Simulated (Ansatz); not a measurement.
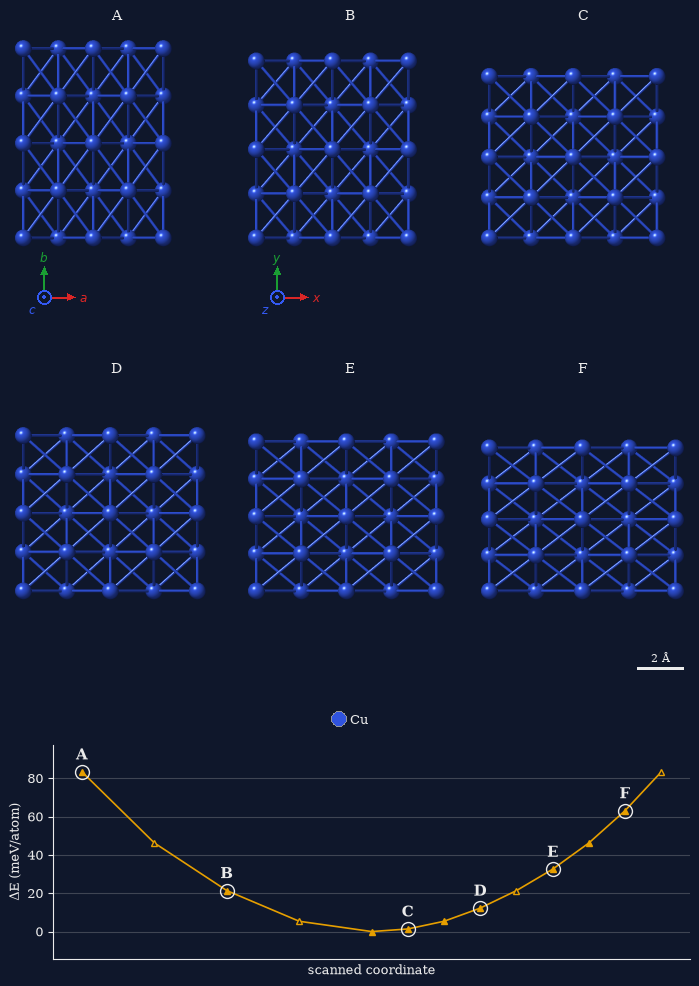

Frames of a one-coordinate scan of solid Cu (Fm-3m). x, y and z are the Cartesian axes of the input. Hollow markers are points alike by symmetry, not computed again. A ball-and-stick model of the conventional cell (4 times the calculation's cell), repeated 2 × 2 × 2 with one cell outlined, seen along the c axis. Lengths and directions refer to the drawn axes.

All numbers below come from Ansatz 0.2.0, DFT PBEsol, scalar-relativistic, plane waves, PAW. Set-up: plane-wave cutoff 420 eV; k-point mesh 22 × 22 × 22; occupations gaussian; smearing width 0.15 eV; no spin polarisation. Energies (free energies at the smearing named) are counted from the cell as listed in its source, which wasn't relaxed.

Q: Which coordinate changes from frame to frame?

A: The cell is strained along x and oppositely along y, with the atoms kept at their fractional coordinates. In the frames the strain is −0.15 (A), −0.075 (B), 0.0187 (C), 0.0562 (D), 0.0937 (E), 0.1312 (F). The lowest computed point lies at the strain 0.00 (0.0 meV/atom). At the ends of the scan the energy is 83.3 meV/atom (−0.15) and 83.3 meV/atom (0.15). The unrelaxed reference is under a pressure of −6.5 GPa. The distortion takes the space group from Fm-3m to Fmmm. At the strain −0.15 the cell of the drawing goes a 3.615 → 3.073 Å, b 3.615 → 4.157 Å.
